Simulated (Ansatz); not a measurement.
**Geometry relaxation of Zn₂₄O₂₃ (part 1 of 3)**

Zn₂₄O₂₃ (defect cell, 47 atoms in the cell), computed with DFT PBE, scalar-relativistic, plane waves, PAW, no spin polarisation (Ansatz 0.2.0).

The structure derives from a Materials Project entry. It belongs to a series of runs on one base structure; here: O vacancy (site b), charge +0, atoms relaxed at the host's cell.

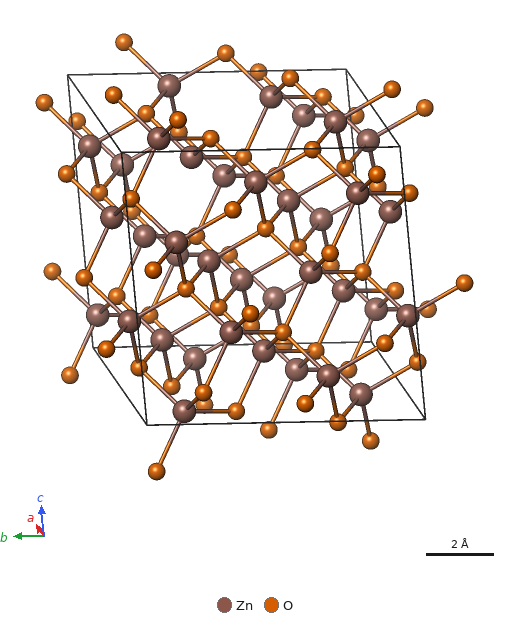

*The input geometry (ball-and-stick view of the cell of the calculation, seen at an oblique angle; bonded neighbours outside the cell are drawn too).*

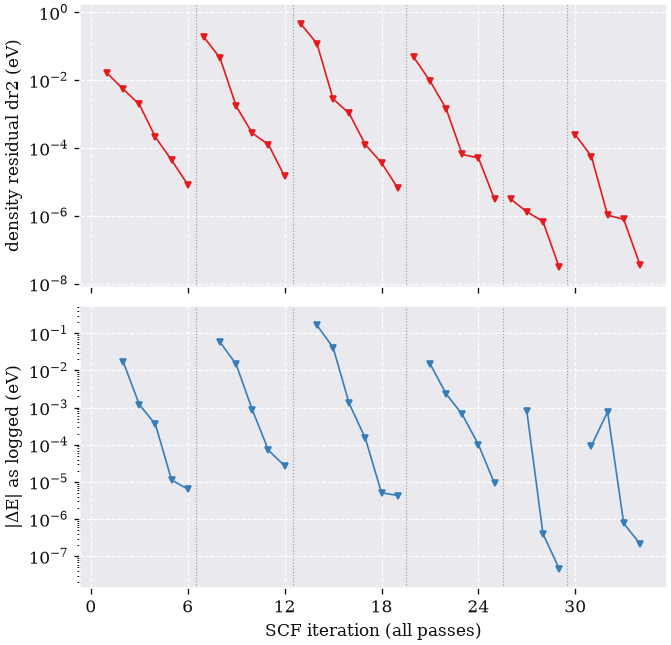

*Convergence of the self-consistent field: density residual dr2 and size of the energy change against the SCF iteration. The dotted lines part the SCF passes of the relaxation: geometry steps, rejected trials and re-solves on a re-selected basis.*

The 6 passes take 4 to 7 iterations each, 34 in all.

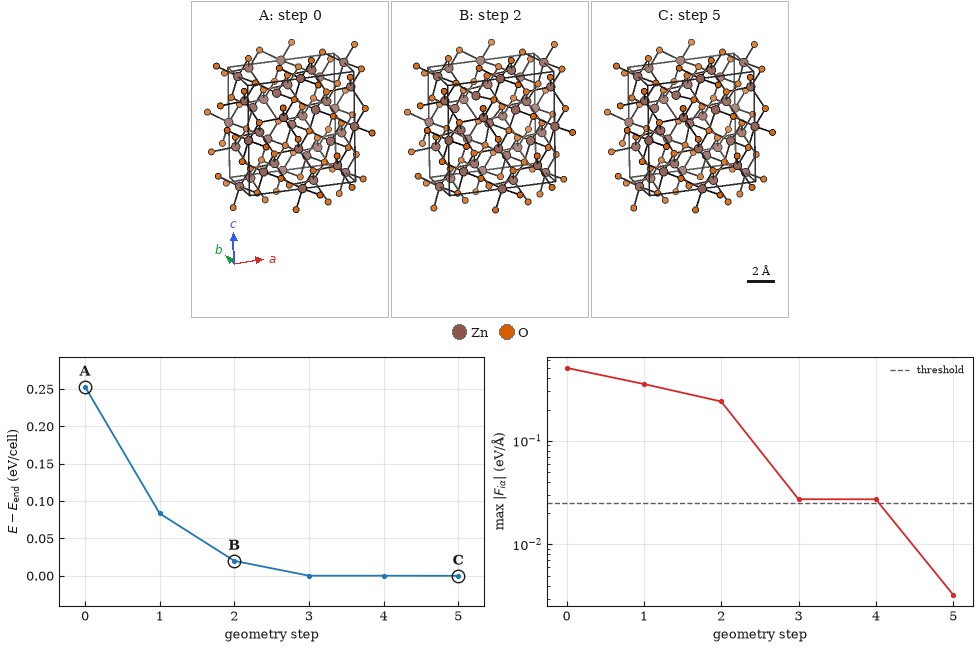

*Frames of the relaxation (ball-and-stick view of the cell of the calculation (origin shifted), with bonded neighbours outside it, seen slightly off an axis) above the curves, on which the letters mark them (the first geometry is step 0 here and step 1 in the log).*

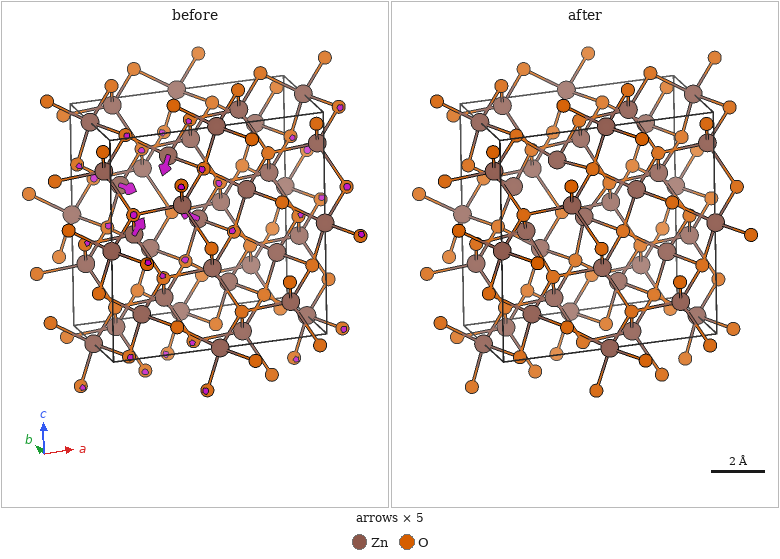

*Before (left) and after (right) the relaxation, at one scale (ball-and-stick view of the cell of the calculation (origin shifted), with bonded neighbours outside it, seen slightly off an axis). The pink arrows give the displacements, magnified 5 times.*

The largest moves, 0.19 Å, are those of Zn1, Zn17, Zn22 and Zn23. By element the largest moves are Zn 0.19 Å, O 0.05 Å. The cell doesn't change. Among the contacts that change: Zn17–O30 1.999 → 2.026 Å, Zn17–O40 2.007 → 2.033 Å, Zn13–O27 1.999 → 2.018 Å, Zn10–O45 1.999 → 2.008 Å. Among the angles that change: Zn15–O25–Zn23 110.3° → 116.2°, Zn1–O36–Zn13 108.7° → 114.4°, O25–Zn23–O46 108.7° → 103.1°. Over 5 geometry steps the energy falls by 0.253 eV per cell of the calculation. Largest force component: 0.51 eV/Å at the start, 0.0033 eV/Å at the end. (Atoms are counted from 1 in the order of the input.)

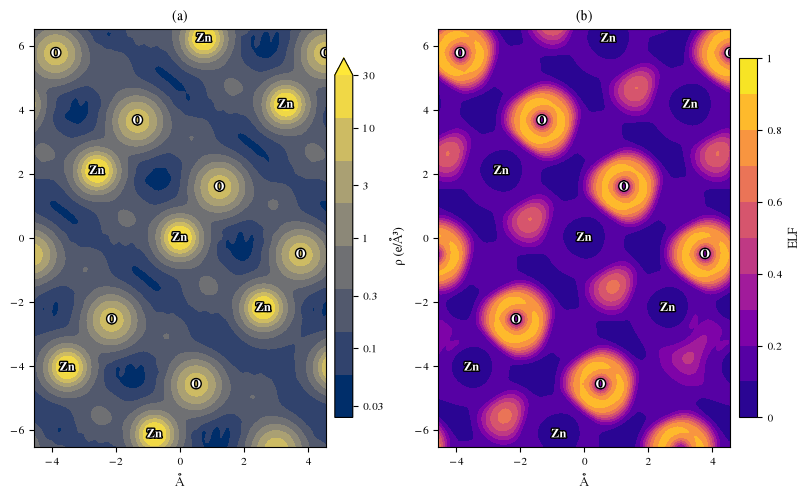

*(a) valence electron density; (b) electron localisation function on the (101̄) plane of the calculation cell.*

Atoms in the plane: Zn and O. Zn–O (2.01 Å): the density is about 0.56 e/Å³ at the midpoint; the ELF is about 0.25 at the midpoint. Away from the nuclei the density in this plane falls to 0.02 e/Å³ at its lowest. In a PAW calculation such maps are meaningful between the atoms, not at the nuclei.

The input that produced these results follows, with the program's output.

**Input**
```yaml
crystal:
  lattice:
    - [-3.2793907958, 5.6800714764, 5.2932332175]
    - [-3.2793907959, -5.6800714763, 5.2932332175]
    - [6.5587815918, -1.0e-10, 5.2932332175]
  atoms:
    - { symbol: Zn, position: [0.3335348034, 0.6668681368, 0.5002014701] }
    - { symbol: Zn, position: [0.6668681368, 0.5002014701, 0.3335348034] }
    - { symbol: Zn, position: [0.0002014701, 0.8335348034, 0.6668681368] }
    - { symbol: Zn, position: [0.1668681368, 0.5002014701, 0.8335348034] }
    - { symbol: Zn, position: [0.5002014701, 0.8335348034, 0.1668681368] }
    - { symbol: Zn, position: [0.1668681368, 0.0002014701, 0.3335348034] }
    - { symbol: Zn, position: [0.5002014701, 0.3335348034, 0.6668681368] }
    - { symbol: Zn, position: [0.8335348034, 0.6668681368, 0.0002014701] }
    - { symbol: Zn, position: [0.8335348034, 0.1668681368, 0.5002014701] }
    - { symbol: Zn, position: [0.3335348034, 0.1668681368, 0.0002014701] }
    - { symbol: Zn, position: [0.6668681368, 0.0002014701, 0.8335348034] }
    - { symbol: Zn, position: [0.0002014701, 0.3335348034, 0.1668681368] }
    - { symbol: Zn, position: [0.3335348034, 0.5002014701, 0.1668681368] }
    - { symbol: Zn, position: [0.6668681368, 0.3335348034, 0.0002014701] }
    - { symbol: Zn, position: [0.0002014701, 0.6668681368, 0.3335348034] }
    - { symbol: Zn, position: [0.1668681368, 0.3335348034, 0.5002014701] }
    - { symbol: Zn, position: [0.5002014701, 0.6668681368, 0.8335348034] }
    - { symbol: Zn, position: [0.1668681368, 0.8335348034, 0.0002014701] }
    - { symbol: Zn, position: [0.5002014701, 0.1668681368, 0.3335348034] }
    - { symbol: Zn, position: [0.8335348034, 0.5002014701, 0.6668681368] }
    - { symbol: Zn, position: [0.8335348034, 0.0002014701, 0.1668681368] }
    - { symbol: Zn, position: [0.3335348034, 0.0002014701, 0.6668681368] }
    - { symbol: Zn, position: [0.6668681368, 0.8335348034, 0.5002014701] }
    - { symbol: Zn, position: [0.0002014701, 0.1668681368, 0.8335348034] }
    - { symbol: O, position: [0.7932351966, 0.6265685299, 0.4599018632] }
    - { symbol: O, position: [0.1265685299, 0.9599018632, 0.7932351966] }
    - { symbol: O, position: [0.2932351966, 0.6265685299, 0.9599018632] }
    - { symbol: O, position: [0.6265685299, 0.9599018632, 0.2932351966] }
    - { symbol: O, position: [0.2932351966, 0.1265685299, 0.4599018632] }
    - { symbol: O, position: [0.6265685299, 0.4599018632, 0.7932351966] }
    - { symbol: O, position: [0.9599018632, 0.7932351966, 0.1265685299] }
    - { symbol: O, position: [0.9599018632, 0.2932351966, 0.6265685299] }
    - { symbol: O, position: [0.4599018632, 0.2932351966, 0.1265685299] }
    - { symbol: O, position: [0.7932351966, 0.1265685299, 0.9599018632] }
    - { symbol: O, position: [0.1265685299, 0.4599018632, 0.2932351966] }
    - { symbol: O, position: [0.4599018632, 0.6265685299, 0.2932351966] }
    - { symbol: O, position: [0.7932351966, 0.4599018632, 0.1265685299] }
    - { symbol: O, position: [0.1265685299, 0.7932351966, 0.4599018632] }
    - { symbol: O, position: [0.2932351966, 0.4599018632, 0.6265685299] }
    - { symbol: O, position: [0.6265685299, 0.7932351966, 0.9599018632] }
    - { symbol: O, position: [0.2932351966, 0.9599018632, 0.1265685299] }
    - { symbol: O, position: [0.6265685299, 0.2932351966, 0.4599018632] }
    - { symbol: O, position: [0.9599018632, 0.6265685299, 0.7932351966] }
    - { symbol: O, position: [0.9599018632, 0.1265685299, 0.2932351966] }
    - { symbol: O, position: [0.4599018632, 0.1265685299, 0.7932351966] }
    - { symbol: O, position: [0.7932351966, 0.9599018632, 0.6265685299] }
    - { symbol: O, position: [0.1265685299, 0.2932351966, 0.9599018632] }
  host:
    lattice:
      - [3.2793907959, 0.0, 0.0]
      - [-1.6396953979, 2.8400357382, 0.0]
      - [0.0, 0.0, 5.2932332175]
    atoms:
      - { symbol: Zn, position: [0.6666666667, 0.3333333333, 0.5006044103] }
      - { symbol: Zn, position: [0.3333333333, 0.6666666667, 0.0006044103] }
      - { symbol: O, position: [0.6666666667, 0.3333333333, 0.8797055897] }
      - { symbol: O, position: [0.3333333333, 0.6666666667, 0.3797055897] }
basis:
  ecutwfc: 420
  xc_grid: 2
kpoints:
  mp_grid: { grid: [2, 2, 2], shift: [0.5, 0.5, 0.5] }
hamiltonian:
  xc: pbe
scf:
  occupations: { method: gaussian, width: 0.01 }
output:
  forces: true
  stress: false
  eigenvalues: true
  charged_corrections:
    defect_position: [0.45990186, 0.7932352, 0.62656853]
    epsilon: [[10.5527, 0.0, 0.0], [0.0, 10.5527, 0.0], [0.0, 0.0, 11.5861]]
  write_density: true
  write_potential: true
  elf: true
  volumetric_format: npy
relax:
  adjacent_minimum: "off"
  f_tol: 0.025
  max_steps: 45
```

Launch command:
```bash
ansatz run input.yaml --threads 4 --pin off --max-ram 6144MiB --backend cpu --events-out ev --progress --plain --runs-dir out
```

**The program's output**
```
Engine: ansatz 0.2.0, aarch64-unknown-linux-gnu
Pseudopotentials: kind: paw
Pseudopotential: Zn, paw, valence charge 12, recommended cutoff 420 eV (normal), Zn.paw.azcp
Pseudopotential: O, paw, valence charge 6, recommended cutoff 420 eV (normal), O.paw.azcp
Functional definition: PBE
  parameter kappa = 0.804
  parameter beta = 0.06672455060314922
  exchange = pbe_x(kappa = kappa, mu = beta*pi^2/3)
  correlation = pbe_c(beta = beta)
Crystal: 47 atoms, lattice volume = 591.588 Å³
Basis set: ecut = 420 eV, 11543 PW (Γ), exchange–correlation on 120×120×120 points (8 copies of the dense FFT grid, shifted against one another)
Bands: 260, of which v1, the nominal top of the filled ones, is band 213 counted from 1 (212 counted from 0)
Symmetry: 3 space group operations
Space group: R3 (ITA 146), of the structure as read, at distance tolerance 8.4e-5 Å
k-points: 2 of 8 (time reversal used)
Non-local potential: Zn, projectors of the file, l = 0: 2, l = 1: 2, l = 2: 3, l = 3: 1
Non-local potential: O, projectors of the file, l = 0: 2, l = 1: 2, l = 2: 1
PAW form: soft (Blöchl's): semilocal exchange-correlation on the pseudo side does not see the compensation charge
PAW one-centre angular grid: Zn, 590 points (default); XC on 64 Gauss nodes
PAW one-centre angular grid: O, 110 points (default); XC on 64 Gauss nodes
Initial density: superposition of atomic densities (neutral atoms: chi_scale 0, normalization atom), corrected by the library's trained network
Initial wavefunctions: pseudopotential atomic-orbital guess
Functional: x = pbe(κ = 0.804, μ = 0.2195149727645171), c = pbe(β = 0.06672455060314922)
SCF iter   1: F=—  HF=-92715.393928 eV  |F-HF|=—  |Δ(HF+E_count)|=         —  Δρ=1.51e-3  dr2=1.62e-2  ethr=1.77e-3  ⟨swp⟩=5.5  Hψ=1817  notcnv=0  defer=14
preconditioner: auto → Resta (q_TF=auto, 2.583 Å⁻¹)  ε∞=7.6  [insulator: Δε(μ)=1.379 eV  Ē_g=12.253 eV  σ=0.010 eV  W_gap=1.00  n_scr=166 (ndim 8)  ℏωp=31.5 eV  f_vac=0.036  D(μ)=0.00/eV (n_scr^D=0)  ε∞_Penn≈7.6]
SCF iter   2: F=—  HF=-92715.411239 eV  |F-HF|=—  |Δ(HF+E_count)|=   1.73e-2  Δρ=8.66e-4  dr2=5.45e-3  ethr=3.81e-6  ⟨swp⟩=2.5  Hψ=1214  notcnv=0  defer=79
SCF iter   3: F=—  HF=-92715.412452 eV  |F-HF|=—  |Δ(HF+E_count)|=   1.21e-3  Δρ=4.65e-4  dr2=1.94e-3  ethr=1.28e-6  ⟨swp⟩=2.0  Hψ=836  notcnv=0  defer=79
SCF iter   4: F=—  HF=-92715.412096 eV  |F-HF|=—  |Δ(HF+E_count)|=   3.56e-4  Δρ=1.83e-4  dr2=2.09e-4  ethr=4.56e-7  ⟨swp⟩=2.0  Hψ=835  notcnv=0  defer=79
SCF iter   5: F=—  HF=-92715.412085 eV  |F-HF|=—  |Δ(HF+E_count)|=   1.13e-5  Δρ=8.57e-5  dr2=4.38e-5  ethr=4.90e-8  ⟨swp⟩=2.0  Hψ=852  notcnv=0  defer=79
SCF iter   6: F=-92715.412087 eV  HF=-92715.412091 eV  |F-HF|=3.87e-6  |Δ(HF+E_count)|=   6.41e-6  Δρ=3.55e-5  dr2=8.34e-6  ethr=3.67e-9  ⟨swp⟩=19.0  Hψ=6320  notcnv=0
SCF 1 converged in 6 iterations: F = -92715.412087 eV  dr2 = 8.34e-6
  greatest PAW one-centre occupation: 0.987 electrons in one spin orbital (limit 2), on the Zn atom at site 22 (counted from 0), in its partial waves of l = 2
relax step   1: F+E_penalty+E_count = -92715.41208738 eV  Δ(F+E_penalty+E_count) = +0.000e0 eV  max|allowed force component| = 5.052e-1 eV/Å  Δτ_max = 0.0000 Å  (6 SCF iters, dr2 threshold 1.56e-5 eV, accepted)
Initial density: handed on by an earlier stage of this run
Initial wavefunctions: those handed on with the density
iter 1 solved again at ethr=4.09e-5 eV; its pass at ethr=3.10e-3 eV (dr2=1.74e-1 eV) is discarded
SCF iter   1: F=—  HF=-92715.653383 eV  |F-HF|=—  |Δ(HF+E_count)|=         —  Δρ=7.04e-3  dr2=1.86e-1  ethr=4.09e-5  ⟨swp⟩=1.5  Hψ=1593  notcnv=0  defer=79
preconditioner: auto → Resta (q_TF=auto, 2.583 Å⁻¹)  ε∞=7.6  [insulator: Δε(μ)=1.670 eV  Ē_g=12.231 eV  σ=0.010 eV  W_gap=1.00  n_scr=166 (ndim 8)  ℏωp=31.5 eV  f_vac=0.037  D(μ)=0.00/eV (n_scr^D=0)  ε∞_Penn≈7.6]
SCF iter   2: F=—  HF=-92715.595380 eV  |F-HF|=—  |Δ(HF+E_count)|=   5.80e-2  Δρ=3.40e-3  dr2=4.49e-2  ethr=4.09e-5  ⟨swp⟩=2.0  Hψ=790  notcnv=0  defer=79
SCF iter   3: F=—  HF=-92715.580753 eV  |F-HF|=—  |Δ(HF+E_count)|=   1.46e-2  Δρ=6.15e-4  dr2=1.71e-3  ethr=1.06e-5  ⟨swp⟩=3.0  Hψ=848  notcnv=0  defer=79
SCF iter   4: F=—  HF=-92715.581624 eV  |F-HF|=—  |Δ(HF+E_count)|=   8.71e-4  Δρ=2.50e-4  dr2=2.73e-4  ethr=4.02e-7  ⟨swp⟩=2.0  Hψ=928  notcnv=0  defer=79
SCF iter   5: F=—  HF=-92715.581694 eV  |F-HF|=—  |Δ(HF+E_count)|=   7.10e-5  Δρ=1.66e-4  dr2=1.26e-4  ethr=6.41e-8  ⟨swp⟩=2.0  Hψ=821  notcnv=0  defer=79
SCF iter   6: F=-92715.581665 eV  HF=-92715.581667 eV  |F-HF|=2.69e-6  |Δ(HF+E_count)|=   2.71e-5  Δρ=3.66e-5  dr2=1.46e-5  ethr=3.74e-9  ⟨swp⟩=15.0  Hψ=4985  notcnv=0
SCF 2 converged in 6 iterations: F = -92715.581665 eV  dr2 = 1.46e-5
relax step   2: F+E_penalty+E_count = -92715.58166471 eV  Δ(F+E_penalty+E_count) = -1.696e-1 eV  max|allowed force component| = 3.528e-1 eV/Å  Δτ_max = 0.0894 Å  (6 SCF iters, dr2 threshold 1.60e-5 eV, accepted)
SCF iter   1: F=—  HF=-92715.850672 eV  |F-HF|=—  |Δ(HF+E_count)|=         —  Δρ=1.17e-2  dr2=4.54e-1  ethr=1.22e-3  ⟨swp⟩=5.0  Hψ=1277  notcnv=0  defer=69
preconditioner: auto → Resta (q_TF=auto, 2.583 Å⁻¹)  ε∞=7.7  [insulator: Δε(μ)=2.081 eV  Ē_g=12.210 eV  σ=0.010 eV  W_gap=1.00  n_scr=166 (ndim 8)  ℏωp=31.5 eV  f_vac=0.039  D(μ)=0.00/eV (n_scr^D=0)  ε∞_Penn≈7.7]
SCF iter   2: F=—  HF=-92715.685412 eV  |F-HF|=—  |Δ(HF+E_count)|=   1.65e-1  Δρ=5.73e-3  dr2=1.20e-1  ethr=1.07e-4  ⟨swp⟩=2.0  Hψ=987  notcnv=0  defer=79
SCF iter   3: F=—  HF=-92715.643975 eV  |F-HF|=—  |Δ(HF+E_count)|=   4.14e-2  Δρ=8.12e-4  dr2=2.80e-3  ethr=2.82e-5  ⟨swp⟩=3.0  Hψ=850  notcnv=0  defer=79
SCF iter   4: F=—  HF=-92715.645261 eV  |F-HF|=—  |Δ(HF+E_count)|=   1.29e-3  Δρ=5.28e-4  dr2=1.04e-3  ethr=6.58e-7  ⟨swp⟩=2.0  Hψ=958  notcnv=0  defer=79
SCF iter   5: F=—  HF=-92715.645113 eV  |F-HF|=—  |Δ(HF+E_count)|=   1.48e-4  Δρ=1.49e-4  dr2=1.26e-4  ethr=2.44e-7  ⟨swp⟩=2.0  Hψ=850  notcnv=0  defer=79
SCF iter   6: F=—  HF=-92715.645108 eV  |F-HF|=—  |Δ(HF+E_count)|=   5.13e-6  Δρ=6.88e-5  dr2=3.65e-5  ethr=2.96e-8  ⟨swp⟩=2.0  Hψ=821  notcnv=0  defer=79
SCF iter   7: F=-92715.645112 eV  HF=-92715.645112 eV  |F-HF|=2.14e-7  |Δ(HF+E_count)|=   4.31e-6  Δρ=2.92e-5  dr2=6.67e-6  ethr=1.83e-9  ⟨swp⟩=15.0  Hψ=4716  notcnv=0
SCF 3 converged in 7 iterations: F = -92715.645112 eV  dr2 = 6.67e-6
  greatest PAW one-centre occupation: 0.987 electrons in one spin orbital (limit 2), on the Zn atom at site 7 (counted from 0), in its partial waves of l = 2
relax step   3: F+E_penalty+E_count = -92715.64511174 eV  Δ(F+E_penalty+E_count) = -6.345e-2 eV  max|allowed force component| = 2.393e-1 eV/Å  Δτ_max = 0.1504 Å  (7 SCF iters, dr2 threshold 7.78e-6 eV, accepted)
SCF iter   1: F=—  HF=-92715.683187 eV  |F-HF|=—  |Δ(HF+E_count)|=         —  Δρ=3.68e-3  dr2=4.70e-2  ethr=8.91e-5  ⟨swp⟩=4.5  Hψ=1090  notcnv=0  defer=79
preconditioner: auto → Resta (q_TF=auto, 2.583 Å⁻¹)  ε∞=7.6  [insulator: Δε(μ)=1.866 eV  Ē_g=12.237 eV  σ=0.010 eV  W_gap=1.00  n_scr=166 (ndim 8)  ℏωp=31.5 eV  f_vac=0.038  D(μ)=0.00/eV (n_scr^D=0)  ε∞_Penn≈7.6]
SCF iter   2: F=—  HF=-92715.667906 eV  |F-HF|=—  |Δ(HF+E_count)|=   1.53e-2  Δρ=1.66e-3  dr2=9.48e-3  ethr=1.10e-5  ⟨swp⟩=2.0  Hψ=991  notcnv=0  defer=79
SCF iter   3: F=—  HF=-92715.665557 eV  |F-HF|=—  |Δ(HF+E_count)|=   2.35e-3  Δρ=6.20e-4  dr2=1.44e-3  ethr=2.22e-6  ⟨swp⟩=3.0  Hψ=848  notcnv=0  defer=79
SCF iter   4: F=—  HF=-92715.664902 eV  |F-HF|=—  |Δ(HF+E_count)|=   6.55e-4  Δρ=1.36e-4  dr2=6.45e-5  ethr=3.38e-7  ⟨swp⟩=2.0  Hψ=832  notcnv=0  defer=79
SCF iter   5: F=—  HF=-92715.665003 eV  |F-HF|=—  |Δ(HF+E_count)|=   1.01e-4  Δρ=1.06e-4  dr2=5.11e-5  ethr=6.18e-9  ⟨swp⟩=17.5  Hψ=5847  notcnv=0
SCF iter   6: F=-92715.664994 eV  HF=-92715.664994 eV  |F-HF|=2.59e-7  |Δ(HF+E_count)|=   9.08e-6  Δρ=2.02e-5  dr2=3.07e-6  ethr=6.18e-9  ⟨swp⟩=9.0  Hψ=4340  notcnv=0
SCF 4 converged in 6 iterations: F = -92715.664994 eV  dr2 = 3.07e-6
relax step   4: F+E_penalty+E_count = -92715.66499405 eV  Δ(F+E_penalty+E_count) = -1.988e-2 eV  max|allowed force component| = 2.728e-2 eV/Å  Δτ_max = 0.0454 Å  (6 SCF iters, dr2 threshold 2.63e-5 eV, accepted)
iter 1 solved again at ethr=7.28e-10 eV; its pass at ethr=3.10e-3 eV (dr2=3.10e-6 eV) is discarded
```
